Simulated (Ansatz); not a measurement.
## Li (space group Im-3m, No. 229): the states at the Fermi level

The calculation's input:

```yaml
crystal:
  lattice:
    - [-1.75465, 1.75465, 1.75465]
    - [1.75465, -1.75465, 1.75465]
    - [1.75465, 1.75465, -1.75465]
  atoms:
    - { symbol: Li, position: [0.0, 0.0, 0.0] }
basis:
  ecutwfc: 420
kpoints:
  mp_grid: { grid: [16, 16, 16] }
hamiltonian:
  xc: pbe
scf:
  occupations: { method: gaussian, width: 0.05 }
output:
  forces: true
  eigenvalues: true
  eigenstates:
    nscf_kmesh: { grid: [34, 34, 34] }
    top_band: c6
    de_dk: true
    localisation: false
  stress: true
checkpoint:
  write: ck
  compress: false
  write_wavefunctions: false
  write_every: 100000
```

Command:

```sh
ansatz run input.yaml --threads 1 --pin off --max-ram 3072MiB --backend cpu --events-out ev --progress --plain --runs-dir out
```

These are results of Ansatz 0.2.0, DFT PBE, scalar-relativistic, plane waves, PAW; levels and slopes on a dense k mesh at the converged density, not measurements. No spin polarisation. Mesh 34×34×34, interpolated with the band slopes. The geometry was not relaxed.

## 1. The sheets

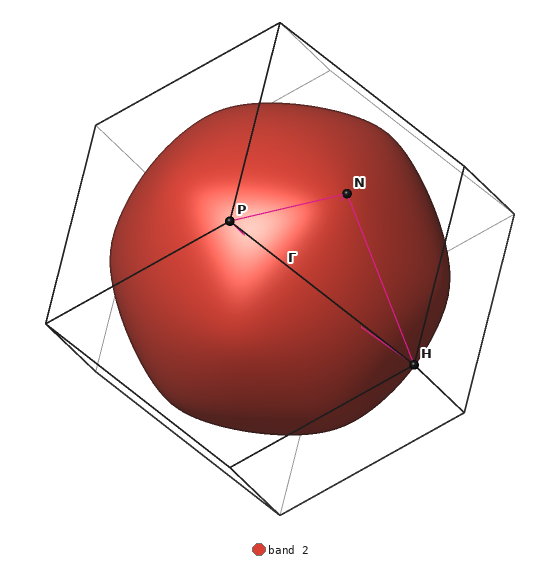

Fermi surface of this crystal. One band crosses. The brighter face of a sheet looks towards empty states.

> Summarise the topology of this Fermi surface.

One band crosses the Fermi level; this is a three-dimensional metal.

Band 2: one electron pocket centred at Γ (50 % of the zone).

> What does the calculation give for N(E_F) and the Drude plasma frequency?

The density of states at the Fermi level is 0.48 states/eV per primitive cell. The intraband plasma frequency is 6.5 eV in all directions.

## 2. Cuts and bands

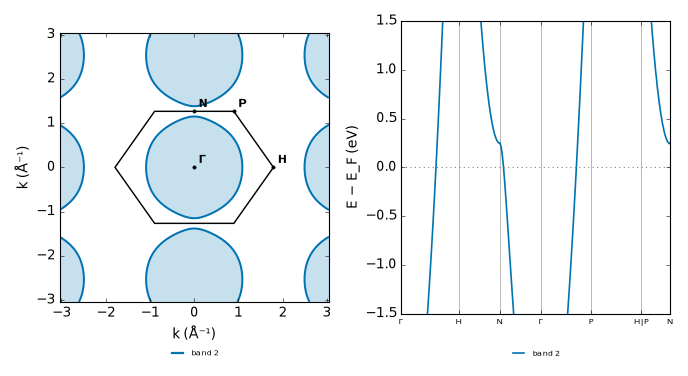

This crystal: cut through the Fermi surface in the plane through Γ, H and P, filled states shaded, and the bands that cross the Fermi level.

> Give each band's level at the labelled points, in eV from the Fermi level.

```
  band      Γ      H      N
band 2  below  above  +0.25
```

Negative values are filled states; "above" and "below" lie outside the plotted window.

## 3. Speeds

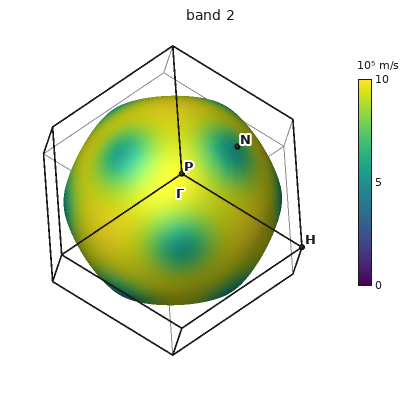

Fermi surface of this crystal, coloured by the Fermi speed.

> Give the range and mean of the Fermi speed for each band.

Band 2: 6.2 to 9.9 × 10⁵ m/s over most of the sheet, 8.5 × 10⁵ m/s on average over states.

Necks and pockets thinner than about two mesh steps aren't resolved, so separate pockets may in truth be joined.

The run (self-consistency and the dense mesh) took 9 s on 1 thread of AMD EPYC 7R43 64-Core Processor (Zen 3) (shared host), peak memory 0.41 GiB.
